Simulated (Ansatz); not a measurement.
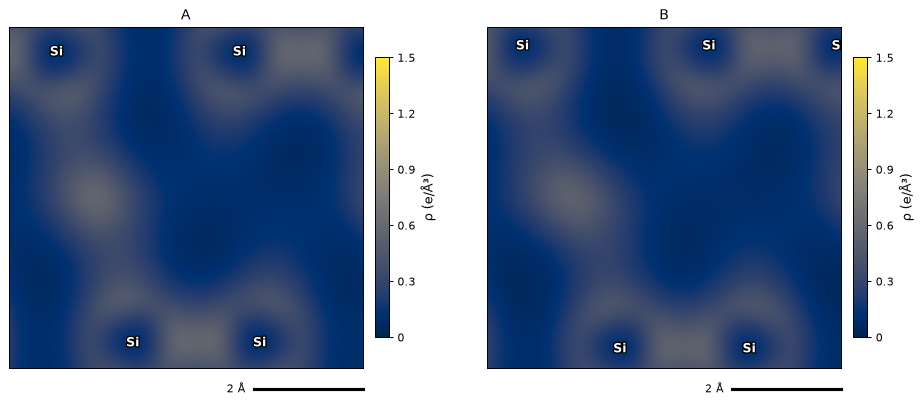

Si. The valence charge density (pseudo) of two cells that differ in size and shape, on the (101̄) plane of each (indices in the axes of the calculation cell), at one length scale and on one colour scale: B has 18.5 Å³ an atom and A 17.7.

All numbers below come from DFT PBEsol, scalar-relativistic, plane waves, PAW in Ansatz 0.2.0.

In a PAW calculation such maps are meaningful between the atoms, not at the nuclei.

Q: What does the compression do to the bonding and the properties?

A: From the larger cell to the smaller, Si–Si goes from 2.37 to 2.33 Å, and the density at its midpoint from 0.53 to 0.57 e/Å³; the pressure goes from −2.6 to 1.8 GPa.

PAW datasets: the set soft_1.
